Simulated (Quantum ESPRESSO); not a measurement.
**Ru: 7 runs along one coordinate**

System: Ru (1 atom in the cell).
Method: Kohn-Sham DFT of a periodic cell, PBE, SSSP 1.3 efficiency PBE, no spin polarisation (Quantum ESPRESSO 7.5).

The 7 runs differ only in the geometry, by an even scaling of the cell at fixed fractional positions. The structure derives from an entry of the Crystallography Open Database.

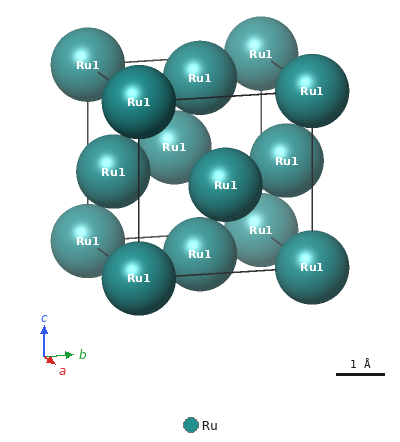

Figure 1. The structure of run 4 (spheres-only view of the cell 4 times as large as that of the calculation, set on its symmetry axes, seen slightly off an axis; atoms are numbered from 1 in the order of the input).

### Input of run 4
```
&CONTROL
  calculation = 'scf'
  prefix = 'pwscf'
  outdir = './tmp'
  pseudo_dir = './pseudo'
  tprnfor = .true.
  tstress = .true.
  disk_io = 'nowf'
/
&SYSTEM
  ibrav = 0
  nat = 1
  ntyp = 1
  ecutwfc = 60
  nbnd = 14
  occupations = 'smearing'
  smearing = 'fd'
  degauss = 0.00367493
/
&ELECTRONS
  conv_thr = 2d-10
  electron_maxstep = 120
  mixing_beta = 0.5
/
ATOMIC_SPECIES
Ru   101.0700 Ru_ONCV_PBE-1.0.oncvpsp.upf
CELL_PARAMETERS angstrom
   0.0000000000    1.9150000000    1.9150000000
   1.9150000000    0.0000000000    1.9150000000
   1.9150000000    1.9150000000    0.0000000000
ATOMIC_POSITIONS crystal
Ru     0.0000000000    0.0000000000    0.0000000000
K_POINTS automatic
12 12 12 0 0 0
```

Command:
```bash
OMP_NUM_THREADS=1 pw.x -in pw.in > pw.out
```

Run 6 differs from it as follows:
```diff
-   0.0000000000    1.9150000000    1.9150000000
-   1.9150000000    0.0000000000    1.9150000000
-   1.9150000000    1.9150000000    0.0000000000
+   0.0000000000    1.9402002583    1.9402002583
+   1.9402002583    0.0000000000    1.9402002583
+   1.9402002583    1.9402002583    0.0000000000
```

### Results, with one run withheld

```tsv
run	volume per atom (Å³)	free energy per atom, from the lowest run given (meV)	pressure (GPa)
1	13.203	29.77	15.83
2	13.484	8.54	8.18
3	13.765	0.00	1.38
4	14.045	2.70	−4.67
5	14.326	15.42	−10.03
6	14.607	?	?
7	14.888	66.46	−19.01
```

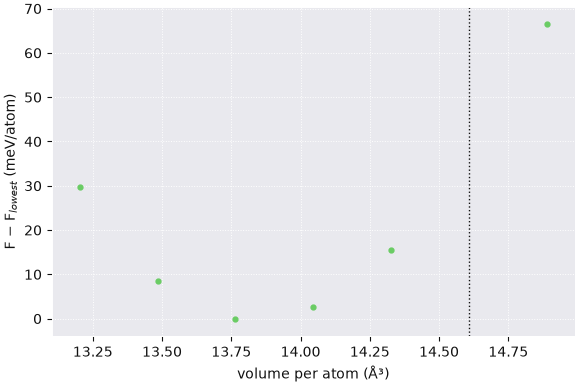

Figure 2. Free energy per atom of the runs given; the dotted line marks run 6.

Fit the runs given and predict run 6.

A cubic polynomial in V^(−2/3) (the Birch–Murnaghan form), fitted to the 6 runs given, misses them by at most 0.01 meV per atom. With x = V^(−2/3) − 0.17270 Å⁻², it reads F = 0.3735 − 1654.2 x + 9.8382e+05 x² + 2.5069e+06 x³ (meV per atom). At run 6 it gives 37.00 meV per atom, and the run itself gives 37.00. The slope of the fit gives a pressure −dF/dV of −14.64 GPa there, and the run prints −14.79 GPa. The two needn't agree exactly: the fit is approximate, and the printed stress is taken on a finite basis. The fit has its minimum at 13.833 Å³ per atom, where V d²F/dV² gives 307 GPa: the bulk modulus at this level, since symmetry fixes the shape and the positions.

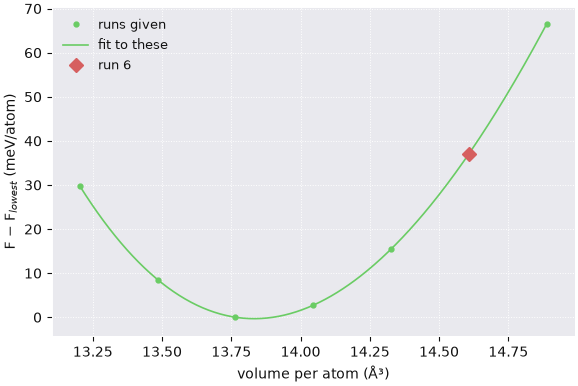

Figure 3. The fit and the withheld run.

### Some lines of the output (run 6)
```
[...]
     unit-cell volume          =      98.5749 (a.u.)^3
     number of k points=    72  Fermi-Dirac smearing, width (Ry)=  0.0037
     total energy              =    -188.52999989 Ry
     total energy              =    -188.53397330 Ry
     total energy              =    -188.53403059 Ry
     total energy              =    -188.53403180 Ry
     total energy              =    -188.53403206 Ry
     the Fermi energy is    21.8078 ev
!    total energy              =    -188.53403206 Ry
     The total energy is F=E-TS. E is the sum of the following terms:
     Computing stress (Cartesian axis) and pressure
          total   stress  (Ry/bohr**3)                   (kbar)     P=     -147.90
```
